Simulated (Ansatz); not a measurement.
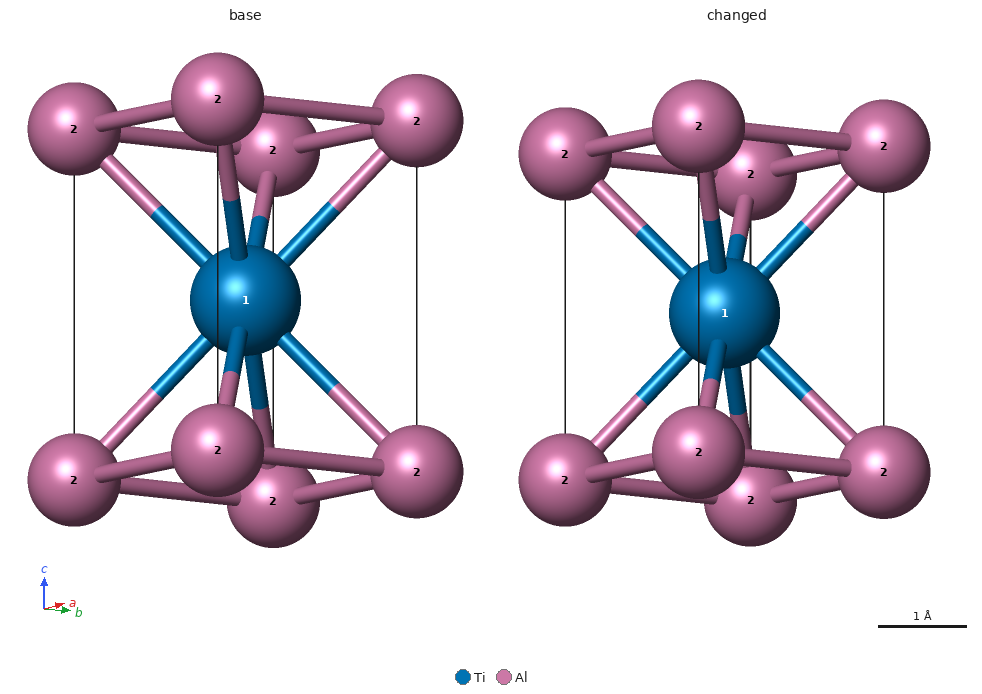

Left: solid TiAl (set up in P4/mmm). Right: the same structure after one change, at the same scale. A ball-and-stick model of the cell of the calculation, seen from a free direction.

Theory: DFT r2SCAN, scalar-relativistic, plane waves, PAW (Ansatz 0.2.0). Settings: plane-wave cutoff 500 eV; occupations gaussian; smearing width 0.1 eV; no spin polarisation. The k-mesh is chosen for each cell (14×14×10, 16×16×12).

The crystal is put under a hydrostatic pressure of 40 GPa. Cell and atoms are relaxed at that pressure.

What does the change do?

Energy change: +331 meV per atom. (The two runs use different k-meshes.) Pressure: 0.0 GPa before, 40.0 GPa after. The volume changes by −19.6 %, with a = b 2.810 → 2.613 Å (−7.0 %), c 4.066 → 3.776 Å (−7.1 %). No atom moves by more than 0.005 Å relative to the cell. Some distances before and after: Al–Ti 2.843 → 2.642 Å, Ti–Ti 2.810 → 2.613 Å, Al–Al 2.810 → 2.613 Å. The space group stays P4/mmm (No. 123).
